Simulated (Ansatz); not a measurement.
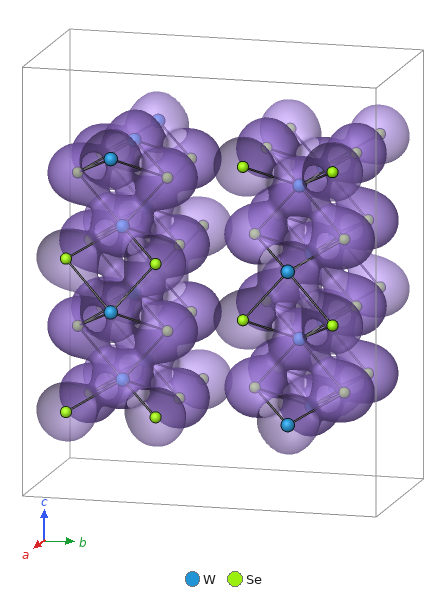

WSe₂ (slab). Isosurface of the valence pseudo-density at 0.4 e/Å³ (purple), seen slightly off an axis. Sticks mark near contacts.

Not relaxed (largest force 1.9 eV/Å).

These are results of DFT PBEsol, scalar-relativistic, plane waves, PAW in Ansatz, not measurements.

In a PAW calculation such maps are meaningful between the atoms, not at the nuclei.

Input file:

```
crystal:
  lattice:
    - [3.2711503815, 0.0, 0.0]
    - [0.0, 13.2206701597, 0.0]
    - [0.0, 0.0, 24.4429977667]
  atoms:
    - { symbol: W, position: [0.0, 0.75, 0.3068363411] }
    - { symbol: Se, position: [0.0, 0.3766138067, 0.3068363411] }
    - { symbol: Se, position: [0.0, 0.1233861933, 0.3068363411] }
    - { symbol: W, position: [0.5, 0.25, 0.3454690729] }
    - { symbol: Se, position: [0.5, 0.8766138067, 0.3454690729] }
    - { symbol: Se, position: [0.5, 0.6233861933, 0.3454690729] }
    - { symbol: W, position: [0.5, 0.75, 0.4227345364] }
    - { symbol: Se, position: [0.5, 0.3766138067, 0.4227345364] }
    - { symbol: Se, position: [0.5, 0.1233861933, 0.4227345364] }
    - { symbol: W, position: [0.0, 0.25, 0.4613672682] }
    - { symbol: Se, position: [0.0, 0.8766138067, 0.4613672682] }
    - { symbol: Se, position: [0.0, 0.6233861933, 0.4613672682] }
    - { symbol: W, position: [0.0, 0.75, 0.5386327318] }
    - { symbol: Se, position: [0.0, 0.3766138067, 0.5386327318] }
    - { symbol: Se, position: [0.0, 0.1233861933, 0.5386327318] }
    - { symbol: W, position: [0.5, 0.25, 0.5772654636] }
    - { symbol: Se, position: [0.5, 0.8766138067, 0.5772654636] }
    - { symbol: Se, position: [0.5, 0.6233861933, 0.5772654636] }
    - { symbol: W, position: [0.5, 0.75, 0.6545309271] }
    - { symbol: Se, position: [0.5, 0.3766138067, 0.6545309271] }
    - { symbol: Se, position: [0.5, 0.1233861933, 0.6545309271] }
    - { symbol: W, position: [0.0, 0.25, 0.6931636589] }
    - { symbol: Se, position: [0.0, 0.8766138067, 0.6931636589] }
    - { symbol: Se, position: [0.0, 0.6233861933, 0.6931636589] }
basis:
  ecutwfc: 420
kpoints:
  mp_grid: { grid: [8, 2, 1] }
hamiltonian:
  xc: pbesol
scf:
  occupations: { method: gaussian, width: 0.05 }
output:
  forces: true
  stress: true
  eigenvalues: true
  write_density: true
  write_potential: true
  elf: true
  volumetric_format: npy
efield:
  axis: 3
  dipole_correction: true
  ramp_width: 0.04
```

Launched as:

```sh
ansatz run input.yaml --threads 4 --pin off --max-ram 10240MiB --backend cpu --events-out ev --progress --plain --runs-dir out
```

### How is the density connected at this value?

At this value the density is joined into chains; it holds about 85 % of the electrons treated as valence (semicore included). It bridges the sampled W–Se (2.52 Å) contacts, where the density stays above the isovalue. On the grid the lowest density along these lines, outside the cores, is 0.54 e/Å³ (W–Se, 2.52 Å).
